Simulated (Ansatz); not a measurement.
Ni (P6_3/mmc, No. 194): the end point of a relaxation at fixed volume with Ansatz 0.2.0, DFT HSE06, scalar-relativistic, plane waves, PAW; the starting structure was generated, so it need not be a known form of this composition.

```
Ni
1.0
     2.58934    0.00000    0.00000
    -1.29467    2.24243    0.00000
     0.00000    0.00000    4.08158
Ni
2
Cartesian
  0.0000 1.4950 3.0612
  1.2947 0.7475 1.0204
```

What will a HAADF-like image along [201] show? Simulation: incoherent imaging, intensity Z^1.7 per atom, probe width 0.74 Å, thin sample. The probe carries 25 % of its weight in a tail 2.5 times as wide. Shot noise was added.

Answer. The columns repeat on a centred rectangular net of 1.60 × 4.48 Å (plane group c2mm). All columns are alike (Ni). The shortest distance between visible columns is 1.10 Å in projection. Along the beam the structure repeats every 6.59 Å.

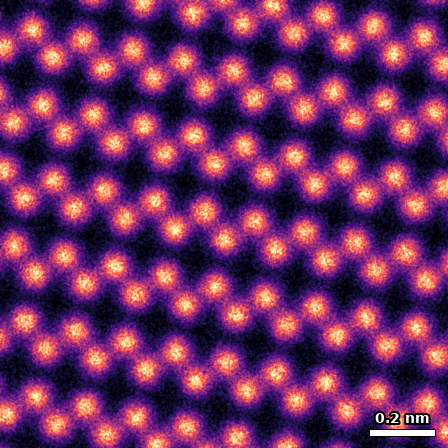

The simulated image.
